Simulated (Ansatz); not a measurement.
## Geometry relaxation, with input and output: NiSi$_{2}$ (part 2 of 3)

NiSi$_{2}$ (21 atoms in the cell); DFT PBE, scalar-relativistic, plane waves, PAW, no spin polarisation (Ansatz 0.2.0); cutoff 420 eV, 1×1×14 k-mesh, Gaussian smearing of 0.05 eV. The structure derives from an entry of the Crystallography Open Database. It belongs to a series of runs on one base structure; here: wire along [1 1 0], 21 atoms a period.

Geometry of the input (Å; fractional positions):
```
16.7000  0.0000  0.0000
0.0000  17.5000  0.0000
0.0000  0.0000  3.8515
Si 0.3847  0.5778  0.0000
Si 0.3847  0.2666  0.0000
Si 0.7306  0.5778  0.5000
Ni 0.2694  0.5000  0.0000
Ni 0.7306  0.5000  0.0000
Si 0.7306  0.4222  0.5000
Si 0.3847  0.7334  0.0000
Si 0.3847  0.4222  0.0000
Ni 0.6153  0.6556  0.5000
Ni 0.6153  0.3444  0.5000
Si 0.5000  0.7334  0.5000
Si 0.5000  0.4222  0.5000
Si 0.6153  0.7334  0.0000
Si 0.6153  0.4222  0.0000
Ni 0.3847  0.6556  0.5000
Ni 0.3847  0.3444  0.5000
Si 0.6153  0.5778  0.0000
Si 0.6153  0.2666  0.0000
Si 0.5000  0.5778  0.5000
Si 0.5000  0.2666  0.5000
Ni 0.5000  0.5000  0.0000
```

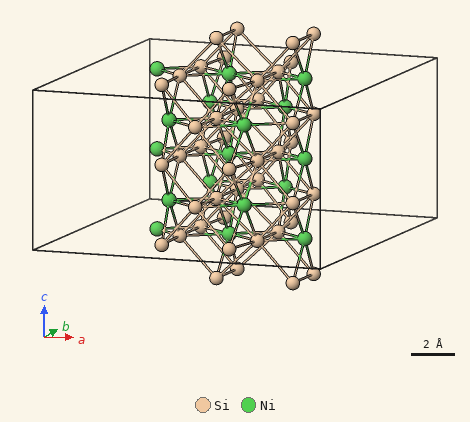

**Figure 1.** The geometry at step 6 of the log (ball-and-stick view of the 2 repeat of the cell, with the vacuum cut short, seen slightly off an axis; bonded neighbours outside the cell are drawn too).

## The program's output, continued
```
Crystal: 21 atoms, lattice volume = 1105.820 Å³
Basis set: ecut = 420 eV, 21637 PW (Γ), exchange–correlation on 240×240×54 points (8 copies of the dense FFT grid, shifted against one another)
preconditioner: auto → LDOS  [insulator: Δε(μ)=0.091 eV  Ē_g=6.177 eV  σ=0.050 eV  W_gap=0.50  n_scr=162 (ndim 8)  ℏωp=12.5 eV  f_vac=0.635  D(μ)=3.71/eV (n_scr^D=12)  ε∞_Penn≈5.1  β→1.0]
SCF 4 converged in 10 iterations: F = -49775.101529 eV  dr2 = 6.96e-7
relax step   4: F+E_penalty+E_count = -49775.10152916 eV  Δ(F+E_penalty+E_count) = -3.046e-2 eV  max|allowed force component| = 3.711e-1 eV/Å  Δτ_max = 0.1181 Å  P = -0.136 GPa  Ω = 1105.820 Å³  energy of the carried Pulay correction = +1.240e-3 eV  fix = [a, b, alpha, beta, gamma]  reactions: a -0.359, b -0.108 GPa  (10 SCF iters, dr2 threshold 2.10e-6 eV, accepted)
Crystal: 21 atoms, lattice volume = 1109.447 Å³
Basis set: ecut = 420 eV, 21697 PW (Γ), exchange–correlation on 240×240×54 points (8 copies of the dense FFT grid, shifted against one another)
preconditioner: auto → LDOS  [metal: Δε(μ)=0.059 eV  Ē_g=6.186 eV  σ=0.050 eV  W_gap=0.49  n_scr=162 (ndim 8)  ℏωp=12.5 eV  f_vac=0.639  D(μ)=6.06/eV (n_scr^D=20)  β→1.0]
SCF 5 converged in 9 iterations: F = -49775.125540 eV  dr2 = 1.32e-6
relax step   5: F+E_penalty+E_count = -49775.12553992 eV  Δ(F+E_penalty+E_count) = -2.401e-2 eV  max|allowed force component| = 4.499e-2 eV/Å  Δτ_max = 0.0463 Å  P = -0.009 GPa  Ω = 1109.447 Å³  energy of the carried Pulay correction = +1.011e-3 eV  fix = [a, b, alpha, beta, gamma]  reactions: a -0.014, b +0.031 GPa  (9 SCF iters, dr2 threshold 2.10e-6 eV, accepted)
Crystal: 21 atoms, lattice volume = 1107.823 Å³
preconditioner: auto → LDOS  [insulator: Δε(μ)=0.081 eV  Ē_g=6.193 eV  σ=0.050 eV  W_gap=0.56  n_scr=162 (ndim 8)  ℏωp=12.5 eV  f_vac=0.638  D(μ)=5.16/eV (n_scr^D=20)  ε∞_Penn≈5.1  β→1.0]
SCF 6 converged in 8 iterations: F = -49775.126315 eV  dr2 = 1.19e-7
relax step   6: F+E_penalty+E_count = -49775.12631531 eV  Δ(F+E_penalty+E_count) = -7.754e-4 eV  max|allowed force component| = 1.046e-2 eV/Å  Δτ_max = 0.0100 Å  P = +0.008 GPa  Ω = 1107.823 Å³  energy of the carried Pulay correction = +1.114e-3 eV  fix = [a, b, alpha, beta, gamma]  reactions: a +0.009, b -0.005 GPa  (8 SCF iters, dr2 threshold 1.27e-7 eV, accepted)
Initial wavefunctions: pseudopotential atomic-orbital guess (no wavefunctions were taken with the density)
iter 1 solved again at ethr=6.34e-6 eV; its pass at ethr=3.10e-3 eV (dr2=1.15e-2 eV) is discarded
SCF iter   1: F=—  HF=-49775.125651 eV  |F-HF|=—  |Δ(HF+E_count)|=         —  Δρ=1.08e-5  dr2=3.24e-7  ethr=6.34e-6  ⟨swp⟩=5.6  Hψ=6976  notcnv=0
eigensolver tolerance schedule: the retry pair's looser diagonalisation over-reported the residual by 35567.83 of it (diagonalisation noise at an unbounded share of the residual, at the tolerance the schedule requests for it); recorded, not acted on — ethr = c·dr2/N_el stays at c = 1.0e-1
preconditioner: auto → LDOS  [insulator: Δε(μ)=0.076 eV  Ē_g=6.192 eV  σ=0.050 eV  W_gap=0.53  n_scr=162 (ndim 8)  ℏωp=12.5 eV  f_vac=0.638  D(μ)=5.01/eV (n_scr^D=20)  ε∞_Penn≈5.1  β→1.0]
SCF iter   2: F=—  HF=-49775.125251 eV  |F-HF|=—  |Δ(HF+E_count)|=   4.00e-4  Δρ=4.31e-5  dr2=1.76e-5  ethr=1.78e-10  ⟨swp⟩=5.1  Hψ=3178  notcnv=0
SCF iter   3: F=—  HF=-49775.125249 eV  |F-HF|=—  |Δ(HF+E_count)|=   2.43e-6  Δρ=2.24e-5  dr2=3.83e-6  ethr=1.78e-10  ⟨swp⟩=3.0  Hψ=1989  notcnv=0
SCF iter   4: F=—  HF=-49775.125250 eV  |F-HF|=—  |Δ(HF+E_count)|=   5.57e-7  Δρ=1.20e-5  dr2=1.29e-6  ethr=1.78e-10  ⟨swp⟩=3.1  Hψ=1839  notcnv=0
SCF iter   5: F=—  HF=-49775.125250 eV  |F-HF|=—  |Δ(HF+E_count)|=   2.60e-7  Δρ=7.80e-6  dr2=5.12e-7  ethr=1.78e-10  ⟨swp⟩=2.0  Hψ=1245  notcnv=0
SCF iter   6: F=—  HF=-49775.125250 eV  |F-HF|=—  |Δ(HF+E_count)|=   2.84e-8  Δρ=2.15e-6  dr2=5.19e-8  ethr=1.78e-10  ⟨swp⟩=2.0  Hψ=1140  notcnv=0
SCF iter   7: F=—  HF=-49775.125250 eV  |F-HF|=—  |Δ(HF+E_count)|=   6.15e-8  Δρ=5.31e-7  dr2=3.98e-9  ethr=2.85e-11  ⟨swp⟩=2.0  Hψ=1255  notcnv=0
SCF iter   8: F=—  HF=-49775.125250 eV  |F-HF|=—  |Δ(HF+E_count)|=   3.29e-8  Δρ=2.32e-7  dr2=7.88e-10  ethr=2.18e-12  ⟨swp⟩=2.8  Hψ=1416  notcnv=0
SCF iter   9: F=—  HF=-49775.125250 eV  |F-HF|=—  |Δ(HF+E_count)|=   1.53e-9  Δρ=1.01e-7  dr2=1.51e-10  ethr=1.00e-12  ⟨swp⟩=2.1  Hψ=1141  notcnv=0
SCF iter  10: F=-49775.125250 eV  HF=-49775.125250 eV  |F-HF|=1.08e-9  |Δ(HF+E_count)|=  5.60e-10  Δρ=9.13e-8  dr2=7.40e-11  ethr=1.00e-12  ⟨swp⟩=13.1  Hψ=5662  notcnv=0
SCF 7 converged in 10 iterations: F = -49775.125250 eV  dr2 = 7.40e-11
relax step   7: F+E_penalty+E_count = -49775.12524992 eV  Δ(F+E_penalty+E_count) = +1.065e-3 eV  max|allowed force component| = 1.050e-2 eV/Å  Δτ_max = 0.0000 Å  P = +0.008 GPa  Ω = 1107.823 Å³  fix = [a, b, alpha, beta, gamma]  reactions: a +0.008, b -0.005 GPa  stress off target by 1.92e-2 GPa on what of the cell is left free  SCF on the basis re-selected at this cell (its energy is not comparable with the rows above)  (10 SCF iters)
basis re-selected at this cell: Δ(F+E_penalty+E_count) = +1.065e-3 eV, ΔP = -0.000 GPa vs the last step (what re-selecting the basis moved, of the pressure what is left beyond the Pulay correction that the steps carried, after the strain that the cell walked since its last selection, with what the two solves' SCF thresholds leave and, on support functions, any second-order correction that the steps lacked; it is no measure of the basis error at this ecutwfc). This SCF's stress stands 1.92e-2 GPa from its target on what of the cell is left free (relax.cell.stress_tol is 3.00e-2 GPa) and its largest allowed force component is 1.05e-2 eV/Å (relax.f_tol is 2.00e-2 eV/Å): within both
WARN: The output density's exchange-correlation potential varies sharply where the density is thin. Do not read a vacuum level from v_tot or v_xc, or from such a field of the output density. On a cell that repeats whose density bears no net charge and no dipole along the vacuum's axis use v_es (v_loc + v_h of the components); under efield.dipole_correction with no amplitude use v_es + v_field, which holds any external_charges[].barrier, or the levels of the report's work_function block, which leave it out; under a non-zero efield.amplitude the vacuum is tilted and has no level; on a cell that repeats and bears such a dipole with no correction it is tilted too, and efield.dipole_correction with no amplitude gives each side of its ramp a level where efield: is served; in a cell that repeats whose density bears a net charge (total_charge, or a fill off its count) it is curved and has none; of a slab under crystal.periodic whose density bears no net charge use v_es, which has a level on each side, short of where the two are joined; of another it falls or rises all the way out and has none; of a slab beside external_charges read slab_vacuum_level instead, which it has where they leave it neutral. The grid or the basis barely resolves most such structure, and the values can differ between equally converged runs; as a rule a tighter scf.convergence.dr2_threshold does not remove it. Where the density itself ripples (under the LDA too) a higher basis.ecutwfc lessens it. The files hold the spikes' plane waves up to the density's cutoff. Files: v_tot_of_output_density and the like, and their columns of v_z.tsv (output.write_potential); v_xc_of_output_density and the like, and their columns of v_comp_z.tsv (output.write_potential_components). Measured: with its Gaussian average of σ = 0.25 Å subtracted twice, the exchange-correlation potential is over 0.1 eV at 6168 of the grid points where the equally averaged density (valence and model cores) is under 1e-3 e/Å³, and 1.09 eV at the most among them, at an averaged density of 1.6e-5 e/Å³. The input density's (outcome.potential() and, of a run that writes arrays, v_tot and v_xc) is over 0.1 eV, so measured, at 6170 points of its own thin density, 1.09 eV at the most. See output.write_potential in the manual, Limitations
SCF converged after 10 iterations
Free energy (F): -49775.125250 eV
Harris-Foulkes:  -49775.125250 eV  (|F-HF|=1.08e-9)
Internal energy: -49775.118992 eV  (E = F + TS)
E sigma→0 (E₀):  -49775.122121 eV
Entropy (-TS):   -0.006258 eV (-0.298 meV/atom)
Fermi energy:    -0.181288 eV
--- Per-component energies (eV) ---
  E_band       = -4676.300682
  E_kinetic    = 2564.419143
  E_local      = -124921.928842  (includes V_loc(G=0)·N_el)
  E_nonlocal   = 4805.541464
  E_hartree    = 59012.683170
  E_xc         = -1370.037357
  E_vxc        = -1424.241512  (∫ρ·V_xc dr)
  E_paw        = -18591.082911  (= ΣΔE_a)
  E_vpaw       = -3725.462407  (= ΣTr[D̂ρ^β])
  E_aug_tail   = 0.003805  (compensation charges beyond the density's cutoff)
  E_ewald      = 28725.282535
  E_smearing   = -0.006258  (= −TS)
  E_closure    = 0.000000  (closes the sum)
  Σ components = -49775.125250   (vs F -49775.125250, Δ=0.00e0)
--- Forces (eV/Å), atoms counted from 1 ---
  atom   1  Si    -0.00420715    -0.00370114    -0.00000000
  atom   2  Si    -0.00238119     0.00462276     0.00000000
  atom   3  Si     0.00323646    -0.00241934     0.00000000
  atom   4  Ni    -0.00159599     0.00000000     0.00000000
  atom   5  Ni     0.00666668     0.00000000    -0.00000000
  atom   6  Si     0.00323646     0.00241934     0.00000000
  atom   7  Si    -0.00238119    -0.00462276     0.00000000
  atom   8  Si    -0.00420715     0.00370114    -0.00000000
  atom   9  Ni     0.01050300    -0.00252009     0.00000000
  atom  10  Ni     0.01050300     0.00252009     0.00000000
  atom  11  Si     0.00687560     0.00571800     0.00000000
  atom  12  Si     0.00377471    -0.00406270    -0.00000000
  atom  13  Si    -0.00686832    -0.00524240    -0.00000000
  atom  14  Si    -0.00751596     0.00221263     0.00000000
  atom  15  Ni    -0.00677822     0.00206323    -0.00000000
  atom  16  Ni    -0.00677822    -0.00206323    -0.00000000
  atom  17  Si    -0.00751596    -0.00221263     0.00000000
  atom  18  Si    -0.00686832     0.00524240    -0.00000000
  atom  19  Si     0.00377471     0.00406270    -0.00000000
  atom  20  Si     0.00687560    -0.00571800     0.00000000
  atom  21  Ni     0.00164927     0.00000000    -0.00000000
  max |Σ_I F_I| component: 2.18e-6 eV/Å
--- Stress (GPa, compression-positive) ---
        0.008481       0.000000       0.000000
        0.000000      -0.005185       0.000000
        0.000000       0.000000       0.019225
  P = ⅓ Tr σ = 0.0075 GPa (0.075 kbar)
--- Band table (eV; the first three rows and the last of 8) ---
  k-point 0: bands = ["-104.5411", "-104.1643", "-104.1643", "-103.8305", "-103.8305", "-103.7958", "-102.6070", "-64.9484", "-64.9296", "-64.9260", "-64.6292", "-64.6292", "-64.6198", "-64.6198", "-64.4516", "-64.4516", "-64.3613", "-64.3613", "-64.2594", "-64.2469", "-64.2038", "-64.2038", "-64.1720", "-64.1720", "-64.1061", "-63.3212", "-63.1126", "-62.7344", "-12.9145", "-12.0857", "-11.5171", "-10.7936", "-10.3831", "-9.5314", "-9.4929", "-8.1919", "-8.1794", "-7.3924", "-6.9922", "-6.2756", "-6.2357", "-5.6945", "-4.9023", "-4.7408", "-4.5750", "-4.4864", "-4.4752", "-4.2603", "-4.2505", "-4.2501", "-4.1535", "-3.9397", "-3.8277", "-3.7856", "-3.6336", "-3.5535", "-3.4864", "-3.3022", "-3.2888", "-3.2718", "-3.1087", "-3.0949", "-2.9625", "-2.9048", "-2.8822", "-2.7903", "-2.7486", "-2.7260", "-2.6388", "-2.6173", "-2.4300", "-2.3051", "-2.2152", "-2.2004", "-2.0762", "-1.8655", "-1.7472", "-1.6008", "-1.5397", "-1.5067", "-1.2936", "-1.2254", "-1.2051", "-1.0022", "-0.9861", "-0.9624", "-0.6229", "-0.5656", "-0.0317", "0.1268", "0.2656", "0.3578", "0.4909", "0.5940", "0.8082", "1.0936", "1.1603", "1.1704", "1.4734", "1.5741", "1.7077", "1.8681", "2.1692", "2.5640", "2.7050", "2.7637", "3.0568", "3.1210", "3.1959", "3.2683", "3.5021", "3.7071"]
  k-point 1: bands = ["-104.5411", "-104.1643", "-104.1643", "-103.8305", "-103.8305", "-103.7958", "-102.6070", "-64.9484", "-64.9296", "-64.9260", "-64.6292", "-64.6292", "-64.6198", "-64.6198", "-64.4516", "-64.4516", "-64.3613", "-64.3613", "-64.2594", "-64.2469", "-64.2038", "-64.2038", "-64.1720", "-64.1720", "-64.1061", "-63.3212", "-63.1126", "-62.7344", "-12.8639", "-12.0360", "-11.4688", "-10.7455", "-10.3341", "-9.4882", "-9.4480", "-8.1587", "-8.1504", "-7.4111", "-6.9862", "-6.2613", "-6.2451", "-5.7140", "-4.9091", "-4.8380", "-4.7142", "-4.5637", "-4.4763", "-4.3946", "-4.2953", "-4.2338", "-4.2152", "-3.9784", "-3.8368", "-3.7382", "-3.6455", "-3.5021", "-3.4804", "-3.3584", "-3.3229", "-3.2330", "-3.1452", "-3.1121", "-3.0800", "-2.8355", "-2.8205", "-2.8031", "-2.7522", "-2.7262", "-2.6236", "-2.5993", "-2.4288", "-2.3212", "-2.2692", "-2.2613", "-2.1193", "-1.9214", "-1.8294", "-1.6948", "-1.4542", "-1.4499", "-1.3054", "-1.2760", "-1.1900", "-1.0927", "-1.0260", "-0.9693", "-0.9579", "-0.7273", "-0.1108", "0.0642", "0.1410", "0.4466", "0.4640", "0.6797", "0.8300", "1.0680", "1.1012", "1.2114", "1.3635", "1.7096", "1.8857", "2.2506", "2.4183", "2.5077", "2.5843", "2.6140", "2.8522", "3.1686", "3.3682", "3.3833", "3.6268", "3.7159"]
  k-point 2: bands = ["-104.5411", "-104.1643", "-104.1643", "-103.8305", "-103.8305", "-103.7958", "-102.6070", "-64.9484", "-64.9297", "-64.9260", "-64.6293", "-64.6293", "-64.6198", "-64.6198", "-64.4516", "-64.4516", "-64.3614", "-64.3614", "-64.2595", "-64.2469", "-64.2038", "-64.2038", "-64.1720", "-64.1720", "-64.1061", "-63.3212", "-63.1126", "-62.7345", "-12.7125", "-11.8874", "-11.3247", "-10.6017", "-10.1880", "-9.3593", "-9.3173", "-8.0724", "-8.0640", "-7.5086", "-6.9967", "-6.3573", "-6.1709", "-5.7925", "-5.1577", "-5.0810", "-5.0360", "-4.6913", "-4.6228", "-4.4851", "-4.4127", "-4.2504", "-4.1695", "-4.0762", "-3.8221", "-3.7521", "-3.6641", "-3.5391", "-3.4801", "-3.4038", "-3.3432", "-3.2801", "-3.2131", "-3.1284", "-2.9885", "-2.9341", "-2.8530", "-2.8090", "-2.7139", "-2.6979", "-2.5949", "-2.5430", "-2.5244", "-2.4067", "-2.3928", "-2.3326", "-2.1687", "-2.1109", "-1.8572", "-1.7488", "-1.5504", "-1.5133", "-1.4028", "-1.3968", "-1.2352", "-1.2143", "-1.1788", "-1.1534", "-0.8981", "-0.8485", "-0.5290", "-0.3097", "0.1382", "0.1616", "0.5063", "0.6717", "0.6814", "0.9531", "0.9685", "1.3300", "1.6994", "1.8700", "1.9601", "2.2378", "2.4683", "2.6107", "2.7328", "2.7782", "3.3153", "3.3406", "3.5282", "3.6438", "3.7080", "3.9467"]
```
